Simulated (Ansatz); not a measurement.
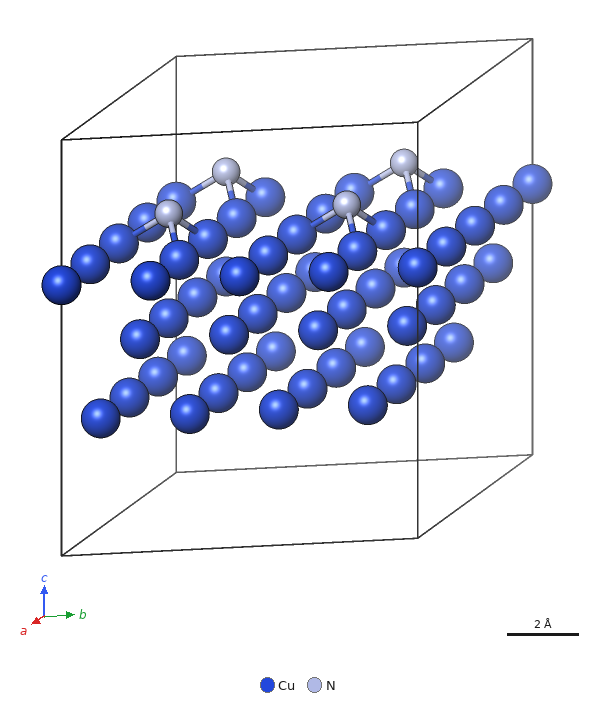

The structure as given in the input (ball-and-stick view of the 2 × 2 repeat of the cell, with the vacuum cut short, seen slightly off an axis; bonded neighbours outside the cell are drawn too). An atom can appear more than once, as a periodic image.

# Geometry relaxation of Cu12N (part 1 of 2)

The run: geometry relaxation of Cu12N (slab, 13 atoms in the cell). Method and program: DFT PBE, scalar-relativistic, plane waves, PAW, no spin polarisation (Ansatz 0.2.0).

The structure derives from an entry of the Crystallography Open Database. The input holds or restrains some coordinates. Forces given for the steps count only the free coordinates.

The input:
```yaml
crystal:
  lattice:
    - [5.1332392722, 0.0, 0.0]
    - [-2.5666196361, 4.4455156134, 0.0]
    - [0.0, 0.0, 19.6236283438]
  atoms:
    - { symbol: Cu, position: [0.3333333333, 0.1666666667, 0.2038359028] }
    - { symbol: Cu, position: [0.3333333333, 0.6666666667, 0.2038359028] }
    - { symbol: Cu, position: [0.8333333333, 0.1666666667, 0.2038359028] }
    - { symbol: Cu, position: [0.8333333333, 0.6666666667, 0.2038359028] }
    - { symbol: Cu, position: [0.1666666667, 0.3333333333, 0.308900249] }
    - { symbol: Cu, position: [0.1666666667, 0.8333333333, 0.308900249] }
    - { symbol: Cu, position: [0.6666666667, 0.3333333333, 0.308900249] }
    - { symbol: Cu, position: [0.6666666667, 0.8333333333, 0.308900249] }
    - { symbol: Cu, position: [0.0, 0.0, 0.4139717794] }
    - { symbol: Cu, position: [0.0, 0.5, 0.4139717794] }
    - { symbol: Cu, position: [0.5, 0.0, 0.4139717794] }
    - { symbol: Cu, position: [0.5, 0.5, 0.4139717794] }
    - { symbol: "N", position: [0.1666666667, 0.3333333333, 0.464127071] }
basis:
  ecutwfc: 420
kpoints:
  mp_grid: { grid: [6, 6, 1] }
hamiltonian:
  xc: pbe
scf:
  occupations: { method: gaussian, width: 0.1 }
output:
  forces: true
  eigenvalues: true
relax:
  adjacent_minimum: "off"
  f_tol: 0.025
  max_steps: 16
  constraints:
    - { sites: [0, 1, 2, 3, 4, 5, 6, 7, 8, 9, 10, 11] }
    - { sites: [12], fix: xy }
efield:
  axis: 3
  dipole_correction: true
  ramp_width: 0.04
```

Machine: 4 threads of Arm Neoverse V1, 24 GiB of memory available, shared host.

Command:
```bash
ansatz run input.yaml --threads 4 --pin off --max-ram 12288MiB --backend cpu --events-out ev --progress --plain --runs-dir out
```

The program's output:
```
Engine: ansatz 0.2.0, aarch64-unknown-linux-gnu
Pseudopotentials: kind: paw
Pseudopotential: Cu, paw, valence charge 19, recommended cutoff 420 eV (normal), Cu.paw.azcp
Pseudopotential: N, paw, valence charge 5, recommended cutoff 420 eV (normal), N.paw.azcp
Functional definition: PBE
  parameter kappa = 0.804
  parameter beta = 0.06672455060314922
  exchange = pbe_x(kappa = kappa, mu = beta*pi^2/3)
  correlation = pbe_c(beta = beta)
Crystal: 13 atoms, lattice volume = 447.809 Å³
Basis set: ecut = 420 eV, 8735 PW (Γ), exchange–correlation on 72×72×270 points (8 copies of the dense FFT grid, shifted against one another)
Bands: 140, of which v1, the nominal top of the filled ones, is band 117 counted from 1 (116 counted from 0)
Symmetry: 6 space group operations
Space group: P3m1 (ITA 156), of the structure as read, at distance tolerance 7.7e-5 Å
k-points: 7 of 36 (time reversal used)
Non-local potential: Cu, projectors of the file, l = 0: 3, l = 1: 2, l = 2: 3, l = 3: 1
Non-local potential: N, projectors of the file, l = 0: 2, l = 1: 2, l = 2: 1
PAW form: soft (Blöchl's): semilocal exchange-correlation on the pseudo side does not see the compensation charge
PAW one-centre angular grid: Cu, 590 points (default); XC on 64 Gauss nodes
PAW one-centre angular grid: N, 110 points (default); XC on 64 Gauss nodes
Initial density: superposition of atomic densities (neutral atoms: chi_scale 0, normalization atom), corrected by the library's trained network
Initial wavefunctions: pseudopotential atomic-orbital guess
Functional: x = pbe(κ = 0.804, μ = 0.2195149727645171), c = pbe(β = 0.06672455060314922)
SCF iter   1: F=—  HF=-79880.701438 eV  |F-HF|=—  |Δ(HF+E_count)|=         —  Δρ=3.27e-3  dr2=1.72e-1  ethr=1.77e-3  p=-0.096 e·Å  D=-3.88e-2 V/Å  ΔV_dip=0.76 eV  dr2_dipole=1.70e-3  V_vac-E_F(+/−)=5.38/4.62 eV  ⟨swp⟩=7.3  Hψ=3969  notcnv=0  defer=73
efield: sawtooth ramp at fractional position 0.8140 (placed from the atoms, in the widest stretch of the axis that holds none; the zero of the levels goes with the place), width 0.0400; the density the first Hamiltonian is built on has a dipole p = -0.096 e·Å; the dipole correction subtracts the counter field D = -3.88e-2 V/Å, which shifts the + side's vacuum level by +0.76 eV against the − side's; the planar-averaged density in the ramp window peaks in size at 5.9e-5 e/Å³
preconditioner: auto → LDOS  [insulator: Δε(μ)=0.123 eV  Ē_g=8.335 eV  σ=0.100 eV  W_gap=0.61  n_scr=92 (ndim 8)  ℏωp=20.5 eV  f_vac=0.619  D(μ)=5.47/eV (n_scr^D=26)  ε∞_Penn≈7.1  β→1.0]
SCF iter   2: F=—  HF=-79880.739356 eV  |F-HF|=—  |Δ(HF+E_count)|=   3.79e-2  Δρ=5.62e-3  dr2=1.41e-1  ethr=7.38e-5  p=-0.092 e·Å  D=-3.73e-2 V/Å  ΔV_dip=0.73 eV  dr2_dipole=3.14e-5  V_vac-E_F(+/−)=5.66/4.93 eV  ⟨swp⟩=2.7  Hψ=2221  notcnv=0  defer=118
SCF iter   3: F=—  HF=-79880.711511 eV  |F-HF|=—  |Δ(HF+E_count)|=   2.78e-2  Δρ=1.14e-3  dr2=5.53e-3  ethr=6.04e-5  p=-0.097 e·Å  D=-3.91e-2 V/Å  ΔV_dip=0.77 eV  dr2_dipole=1.09e-4  V_vac-E_F(+/−)=5.60/4.83 eV  ⟨swp⟩=2.0  Hψ=1356  notcnv=0  defer=118
SCF iter   4: F=—  HF=-79880.711637 eV  |F-HF|=—  |Δ(HF+E_count)|=   1.26e-4  Δρ=1.26e-3  dr2=6.28e-3  ethr=2.37e-6  p=-0.097 e·Å  D=-3.92e-2 V/Å  ΔV_dip=0.77 eV  dr2_dipole=8.48e-9  V_vac-E_F(+/−)=5.58/4.81 eV  ⟨swp⟩=2.9  Hψ=1794  notcnv=0  defer=118
SCF iter   5: F=—  HF=-79880.711310 eV  |F-HF|=—  |Δ(HF+E_count)|=   3.27e-4  Δρ=7.30e-4  dr2=1.74e-3  ethr=2.37e-6  p=-0.098 e·Å  D=-3.94e-2 V/Å  ΔV_dip=0.77 eV  dr2_dipole=2.48e-6  V_vac-E_F(+/−)=5.60/4.82 eV  ⟨swp⟩=2.0  Hψ=1634  notcnv=0  defer=118
SCF iter   6: F=—  HF=-79880.711102 eV  |F-HF|=—  |Δ(HF+E_count)|=   2.08e-4  Δρ=1.61e-4  dr2=1.97e-4  ethr=7.46e-7  p=-0.098 e·Å  D=-3.94e-2 V/Å  ΔV_dip=0.77 eV  dr2_dipole=1.78e-5  V_vac-E_F(+/−)=5.60/4.83 eV  ⟨swp⟩=2.3  Hψ=1632  notcnv=0  defer=118
SCF iter   7: F=—  HF=-79880.711129 eV  |F-HF|=—  |Δ(HF+E_count)|=   2.67e-5  Δρ=1.68e-4  dr2=1.32e-4  ethr=8.44e-8  p=-0.097 e·Å  D=-3.93e-2 V/Å  ΔV_dip=0.77 eV  dr2_dipole=6.83e-6  V_vac-E_F(+/−)=5.60/4.83 eV  ⟨swp⟩=2.0  Hψ=1320  notcnv=0  defer=118
SCF iter   8: F=—  HF=-79880.711129 eV  |F-HF|=—  |Δ(HF+E_count)|=   3.03e-7  Δρ=5.70e-5  dr2=2.24e-5  ethr=5.65e-8  p=-0.097 e·Å  D=-3.92e-2 V/Å  ΔV_dip=0.77 eV  dr2_dipole=7.18e-7  V_vac-E_F(+/−)=5.60/4.83 eV  ⟨swp⟩=2.0  Hψ=1281  notcnv=0  defer=118
SCF iter   9: F=-79880.711138 eV  HF=-79880.711135 eV  |F-HF|=3.09e-6  |Δ(HF+E_count)|=   5.46e-6  Δρ=2.86e-5  dr2=3.86e-6  ethr=6.71e-9  p=-0.097 e·Å  D=-3.92e-2 V/Å  ΔV_dip=0.77 eV  dr2_dipole=2.20e-7  V_vac-E_F(+/−)=5.60/4.83 eV  ⟨swp⟩=16.9  Hψ=5235  notcnv=0
SCF 1 converged in 9 iterations: F = -79880.711138 eV  dr2 = 3.86e-6
  greatest PAW one-centre occupation: 1.000 electrons in one spin orbital (limit 2), on the Cu atom at site 10 (counted from 0), in its partial waves of l = 0
relax step   1: F+E_penalty+E_count = -79880.71113793 eV  Δ(F+E_penalty+E_count) = +0.000e0 eV  max|allowed force component| = 1.351e0 eV/Å  Δτ_max = 0.0000 Å  (9 SCF iters, dr2 threshold 1.56e-5 eV, accepted)
Initial density: handed on by an earlier stage of this run
Initial wavefunctions: those handed on with the density
iter 1 solved again at ethr=2.66e-6 eV; its pass at ethr=3.10e-3 eV (dr2=6.21e-3 eV) is discarded
SCF iter   1: F=—  HF=-79880.743426 eV  |F-HF|=—  |Δ(HF+E_count)|=         —  Δρ=1.30e-3  dr2=6.66e-3  ethr=2.66e-6  p=-0.097 e·Å  D=-3.92e-2 V/Å  ΔV_dip=0.77 eV  dr2_dipole=6.27e-4  V_vac-E_F(+/−)=5.61/4.84 eV  ⟨swp⟩=2.4  Hψ=2828  notcnv=0  defer=103
efield: sawtooth ramp at fractional position 0.8140 (handed on by an earlier solve), width 0.0400; the density the first Hamiltonian is built on has a dipole p = -0.097 e·Å; the dipole correction subtracts the counter field D = -3.92e-2 V/Å, which shifts the + side's vacuum level by +0.77 eV against the − side's; the planar-averaged density in the ramp window peaks in size at 2.6e-5 e/Å³
preconditioner: auto → LDOS  [metal: Δε(μ)=0.074 eV  Ē_g=8.411 eV  σ=0.100 eV  W_gap=0.39  n_scr=92 (ndim 8)  ℏωp=20.5 eV  f_vac=0.619  D(μ)=7.27/eV (n_scr^D=52)  β→1.0]
SCF iter   2: F=—  HF=-79880.741949 eV  |F-HF|=—  |Δ(HF+E_count)|=   1.48e-3  Δρ=5.56e-4  dr2=1.22e-3  ethr=2.66e-6  p=-0.105 e·Å  D=-4.25e-2 V/Å  ΔV_dip=0.83 eV  dr2_dipole=7.10e-7  V_vac-E_F(+/−)=5.66/4.83 eV  ⟨swp⟩=3.0  Hψ=1629  notcnv=0  defer=103
SCF iter   3: F=—  HF=-79880.741943 eV  |F-HF|=—  |Δ(HF+E_count)|=   5.58e-6  Δρ=4.52e-4  dr2=7.94e-4  ethr=5.23e-7  p=-0.103 e·Å  D=-4.17e-2 V/Å  ΔV_dip=0.82 eV  dr2_dipole=4.92e-5  V_vac-E_F(+/−)=5.65/4.83 eV  ⟨swp⟩=3.0  Hψ=1363  notcnv=0  defer=103
SCF iter   4: F=—  HF=-79880.741903 eV  |F-HF|=—  |Δ(HF+E_count)|=   3.99e-5  Δρ=3.19e-4  dr2=3.71e-4  ethr=3.41e-7  p=-0.104 e·Å  D=-4.20e-2 V/Å  ΔV_dip=0.82 eV  dr2_dipole=1.78e-5  V_vac-E_F(+/−)=5.65/4.83 eV  ⟨swp⟩=2.0  Hψ=1374  notcnv=0  defer=103
SCF iter   5: F=-79880.741847 eV  HF=-79880.741862 eV  |F-HF|=1.51e-5  |Δ(HF+E_count)|=   4.14e-5  Δρ=9.89e-5  dr2=4.23e-5  ethr=4.29e-8  p=-0.104 e·Å  D=-4.22e-2 V/Å  ΔV_dip=0.83 eV  dr2_dipole=3.89e-10  V_vac-E_F(+/−)=5.66/4.83 eV  ⟨swp⟩=11.1  Hψ=4843  notcnv=0
SCF 2 converged in 5 iterations: F = -79880.741847 eV  dr2 = 4.23e-5
relax step   2: F+E_penalty+E_count = -79880.74184687 eV  Δ(F+E_penalty+E_count) = -3.071e-2 eV  max|allowed force component| = 9.228e-1 eV/Å  Δτ_max = 0.0271 Å  (5 SCF iters, dr2 threshold 1.00e-4 eV, accepted)
SCF iter   1: F=—  HF=-79880.777469 eV  |F-HF|=—  |Δ(HF+E_count)|=         —  Δρ=3.00e-3  dr2=3.45e-2  ethr=1.41e-4  p=-0.104 e·Å  D=-4.22e-2 V/Å  ΔV_dip=0.83 eV  dr2_dipole=2.14e-3  V_vac-E_F(+/−)=5.67/4.84 eV  ⟨swp⟩=2.7  Hψ=1728  notcnv=0  defer=115
efield: sawtooth ramp at fractional position 0.8140 (handed on by an earlier solve), width 0.0400; the density the first Hamiltonian is built on has a dipole p = -0.104 e·Å; the dipole correction subtracts the counter field D = -4.22e-2 V/Å, which shifts the + side's vacuum level by +0.83 eV against the − side's; the planar-averaged density in the ramp window peaks in size at 2.7e-5 e/Å³
preconditioner: auto → LDOS  [metal: Δε(μ)=0.072 eV  Ē_g=8.386 eV  σ=0.100 eV  W_gap=0.39  n_scr=92 (ndim 8)  ℏωp=20.5 eV  f_vac=0.618  D(μ)=7.49/eV (n_scr^D=52)  β→1.0]
SCF iter   2: F=—  HF=-79880.769991 eV  |F-HF|=—  |Δ(HF+E_count)|=   7.48e-3  Δρ=1.25e-3  dr2=6.86e-3  ethr=1.48e-5  p=-0.122 e·Å  D=-4.93e-2 V/Å  ΔV_dip=0.97 eV  dr2_dipole=4.82e-6  V_vac-E_F(+/−)=5.79/4.82 eV  ⟨swp⟩=2.7  Hψ=1687  notcnv=0  defer=116
SCF iter   3: F=—  HF=-79880.769536 eV  |F-HF|=—  |Δ(HF+E_count)|=   4.55e-4  Δρ=1.04e-3  dr2=4.40e-3  ethr=2.94e-6  p=-0.119 e·Å  D=-4.79e-2 V/Å  ΔV_dip=0.94 eV  dr2_dipole=3.14e-4  V_vac-E_F(+/−)=5.77/4.83 eV  ⟨swp⟩=3.0  Hψ=1449  notcnv=0  defer=116
SCF iter   4: F=—  HF=-79880.769282 eV  |F-HF|=—  |Δ(HF+E_count)|=   2.54e-4  Δρ=7.11e-4  dr2=1.89e-3  ethr=1.89e-6  p=-0.120 e·Å  D=-4.84e-2 V/Å  ΔV_dip=0.95 eV  dr2_dipole=7.16e-5  V_vac-E_F(+/−)=5.77/4.82 eV  ⟨swp⟩=2.0  Hψ=1312  notcnv=0  defer=116
SCF iter   5: F=—  HF=-79880.769065 eV  |F-HF|=—  |Δ(HF+E_count)|=   2.17e-4  Δρ=2.63e-4  dr2=2.80e-4  ethr=8.09e-7  p=-0.121 e·Å  D=-4.88e-2 V/Å  ΔV_dip=0.96 eV  dr2_dipole=1.84e-6  V_vac-E_F(+/−)=5.78/4.82 eV  ⟨swp⟩=2.0  Hψ=1340  notcnv=0  defer=116
SCF iter   6: F=—  HF=-79880.769071 eV  |F-HF|=—  |Δ(HF+E_count)|=   6.01e-6  Δρ=1.12e-4  dr2=6.96e-5  ethr=1.20e-7  p=-0.121 e·Å  D=-4.90e-2 V/Å  ΔV_dip=0.96 eV  dr2_dipole=1.79e-6  V_vac-E_F(+/−)=5.78/4.82 eV  ⟨swp⟩=2.0  Hψ=1348  notcnv=0  defer=116
SCF iter   7: F=-79880.769077 eV  HF=-79880.769094 eV  |F-HF|=1.71e-5  |Δ(HF+E_count)|=   2.29e-5  Δρ=6.96e-5  dr2=3.13e-5  ethr=2.28e-8  p=-0.121 e·Å  D=-4.90e-2 V/Å  ΔV_dip=0.96 eV  dr2_dipole=3.67e-6  V_vac-E_F(+/−)=5.78/4.82 eV  ⟨swp⟩=13.1  Hψ=4656  notcnv=0
SCF 3 converged in 7 iterations: F = -79880.769077 eV  dr2 = 3.13e-5
relax step   3: F+E_penalty+E_count = -79880.76907669 eV  Δ(F+E_penalty+E_count) = -2.723e-2 eV  max|allowed force component| = 3.583e-3 eV/Å  Δτ_max = 0.0602 Å  (7 SCF iters, dr2 threshold 5.32e-5 eV, accepted)
iter 1 solved again at ethr=1.34e-8 eV; its pass at ethr=3.10e-3 eV (dr2=3.13e-5 eV) is discarded
SCF iter   1: F=—  HF=-79880.769088 eV  |F-HF|=—  |Δ(HF+E_count)|=         —  Δρ=6.96e-5  dr2=3.13e-5  ethr=1.34e-8  p=-0.121 e·Å  D=-4.90e-2 V/Å  ΔV_dip=0.96 eV  dr2_dipole=3.67e-6  V_vac-E_F(+/−)=5.78/4.82 eV  ⟨swp⟩=1.0  Hψ=2310  notcnv=0
efield: sawtooth ramp at fractional position 0.8140 (handed on by an earlier solve), width 0.0400; the density the first Hamiltonian is built on has a dipole p = -0.121 e·Å; the dipole correction subtracts the counter field D = -4.90e-2 V/Å, which shifts the + side's vacuum level by +0.96 eV against the − side's; the planar-averaged density in the ramp window peaks in size at 2.7e-5 e/Å³
preconditioner: auto → LDOS  [metal: Δε(μ)=0.066 eV  Ē_g=8.392 eV  σ=0.100 eV  W_gap=0.36  n_scr=92 (ndim 8)  ℏωp=20.5 eV  f_vac=0.618  D(μ)=7.68/eV (n_scr^D=52)  β→1.0]
SCF iter   2: F=—  HF=-79880.769117 eV  |F-HF|=—  |Δ(HF+E_count)|=   2.89e-5  Δρ=1.54e-4  dr2=6.67e-5  ethr=1.34e-8  p=-0.121 e·Å  D=-4.90e-2 V/Å  ΔV_dip=0.96 eV  dr2_dipole=2.73e-7  V_vac-E_F(+/−)=5.78/4.82 eV  ⟨swp⟩=2.0  Hψ=1636  notcnv=0
SCF iter   3: F=—  HF=-79880.769108 eV  |F-HF|=—  |Δ(HF+E_count)|=   9.23e-6  Δρ=6.32e-5  dr2=1.28e-5  ethr=1.34e-8  p=-0.121 e·Å  D=-4.90e-2 V/Å  ΔV_dip=0.96 eV  dr2_dipole=2.53e-7  V_vac-E_F(+/−)=5.78/4.82 eV  ⟨swp⟩=2.0  Hψ=1635  notcnv=0
SCF iter   4: F=—  HF=-79880.769107 eV  |F-HF|=—  |Δ(HF+E_count)|=   1.22e-6  Δρ=3.41e-5  dr2=4.62e-6  ethr=5.49e-9  p=-0.121 e·Å  D=-4.89e-2 V/Å  ΔV_dip=0.96 eV  dr2_dipole=2.36e-7  V_vac-E_F(+/−)=5.78/4.82 eV  ⟨swp⟩=2.0  Hψ=1631  notcnv=0
SCF iter   5: F=—  HF=-79880.769107 eV  |F-HF|=—  |Δ(HF+E_count)|=   2.08e-7  Δρ=6.10e-6  dr2=1.77e-7  ethr=1.98e-9  p=-0.121 e·Å  D=-4.89e-2 V/Å  ΔV_dip=0.96 eV  dr2_dipole=4.78e-10  V_vac-E_F(+/−)=5.78/4.82 eV  ⟨swp⟩=2.0  Hψ=1313  notcnv=0
iter 6 did not close the SCF: its close was put off until two iterations running show no level that it waits for move by more than its bar (scf_convergence_deferred on its scf_iter line)
SCF iter   6: F=-79880.769107 eV  HF=-79880.769107 eV  |F-HF|=6.61e-9  |Δ(HF+E_count)|=   2.02e-7  Δρ=4.14e-6  dr2=6.71e-8  ethr=4.29e-11  p=-0.121 e·Å  D=-4.89e-2 V/Å  ΔV_dip=0.96 eV  dr2_dipole=2.35e-9  V_vac-E_F(+/−)=5.78/4.82 eV  ⟨swp⟩=10.4  Hψ=4405  notcnv=0
iter 7 did not close the SCF: its close was put off until two iterations running show no level that it waits for move by more than its bar (scf_convergence_deferred on its scf_iter line)
SCF iter   7: F=-79880.769107 eV  HF=-79880.769107 eV  |F-HF|=4.49e-8  |Δ(HF+E_count)|=  2.91e-11  Δρ=1.72e-6  dr2=1.44e-8  ethr=2.88e-11  p=-0.121 e·Å  D=-4.89e-2 V/Å  ΔV_dip=0.96 eV  dr2_dipole=1.14e-9  V_vac-E_F(+/−)=5.78/4.82 eV  ⟨swp⟩=5.0  Hψ=3654  notcnv=0
SCF iter   8: F=-79880.769107 eV  HF=-79880.769107 eV  |F-HF|=5.51e-8  |Δ(HF+E_count)|=   3.48e-9  Δρ=1.23e-6  dr2=6.42e-9  ethr=6.18e-12  p=-0.121 e·Å  D=-4.89e-2 V/Å  ΔV_dip=0.96 eV  dr2_dipole=5.47e-10  V_vac-E_F(+/−)=5.78/4.82 eV  ⟨swp⟩=4.0  Hψ=3099  notcnv=0
SCF 4 converged in 8 iterations: F = -79880.769107 eV  dr2 = 6.42e-9
relax step   4: F+E_penalty+E_count = -79880.76910731 eV  Δ(F+E_penalty+E_count) = -3.062e-5 eV  max|allowed force component| = 1.661e-3 eV/Å  Δτ_max = 0.0000 Å  (8 SCF iters, accepted)
```

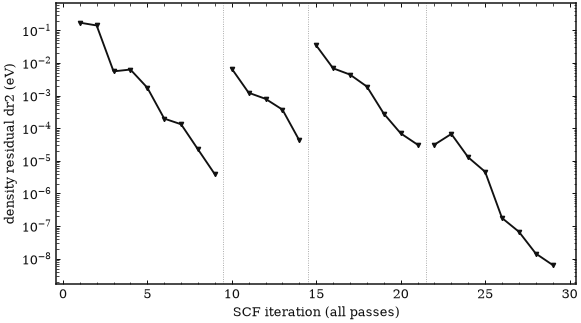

Convergence of the self-consistent field: density residual dr2 against the SCF iteration. The dotted lines part the SCF passes of the relaxation: geometry steps, rejected trials and re-solves on a re-selected basis. The passes take 9, 5, 7 and 8 iterations.

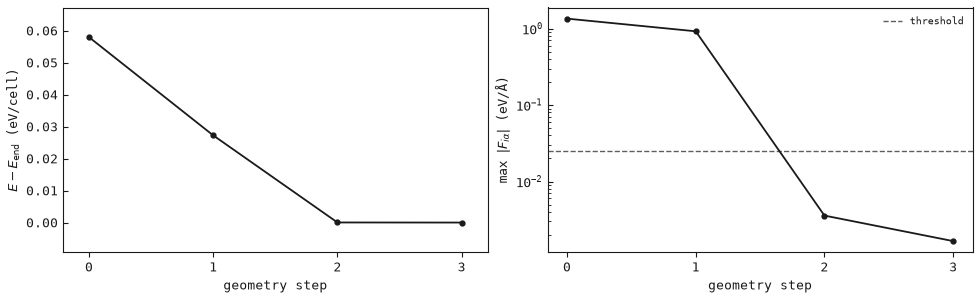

Progress of the restrained relaxation, step by step (the first geometry is step 0 here and step 1 in the log).

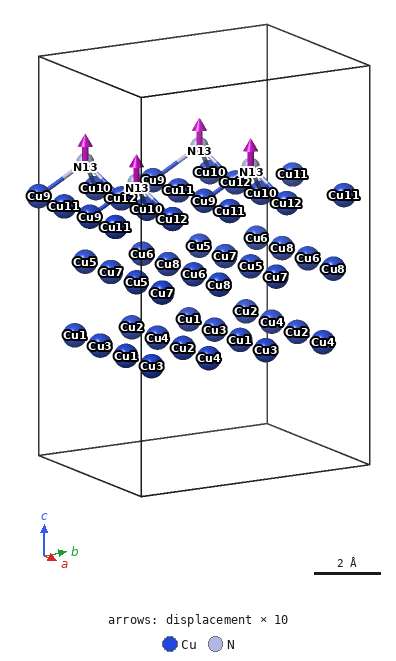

The starting structure with the displacements as pink arrows, magnified 10 times (ball-and-stick view of the 2 × 2 repeat of the cell, with the vacuum cut short, seen slightly off an axis). N13 moves most: 0.087 Å. Cu stays in place. The cell stays as it was. Among the contacts that change: Cu10–N13 1.779 → 1.829 Å. Among the angles that change: Cu9–N13–Cu10 92.3° → 89.1°. Over 3 geometry steps the energy falls by 58.0 meV per cell of the calculation. The largest force component goes from 1.4 to 0.0017 eV/Å. (Atoms are counted from 1 in the order of the input.)

```
SCF converged after 8 iterations
Free energy (F): -79880.769107 eV
Harris-Foulkes:  -79880.769107 eV  (|F-HF|=5.51e-8)
Internal energy: -79880.730737 eV  (E = F + TS)
E sigma→0 (E₀):  -79880.749922 eV
Entropy (-TS):   -0.038370 eV (-2.952 meV/atom)
Fermi energy:    1.974206 eV
Dipole field:    D = -0.048947 V/Å  (p = -0.121133 e·Å, saw-weighted, corrected)
Work function:   Φ+ = 5.7816 eV   Φ− = 4.8211 eV
Levels:          The Fermi level and band energies are counted from a zero that moves with the ramp; work functions are not
--- Per-component energies (eV) ---
  E_band       = -7714.079129
  E_kinetic    = 3719.043251
  E_local      = -385137.339737  (includes V_loc(G=0)·N_el)
  E_nonlocal   = 4731.417466
  E_hartree    = 187939.743134
  E_xc         = -1126.669408
  E_vxc        = -1451.952464  (∫ρ·V_xc dr)
  E_paw        = -20086.294523  (= ΣΔE_a)
  E_vpaw       = -5449.905888  (= ΣTr[D̂ρ^β])
  E_aug_tail   = 0.003375  (compensation charges beyond the density's cutoff)
  E_efield     = 0.002965  (sawtooth field / dipole correction)
  E_vefield    = -4.839931  (∫n·V_field dr)
  E_ewald      = 130079.362741
  E_smearing   = -0.038370  (= −TS)
  E_closure    = 0.000000  (closes the sum)
  Σ components = -79880.769107   (vs F -79880.769107, Δ=0.00e0)
```
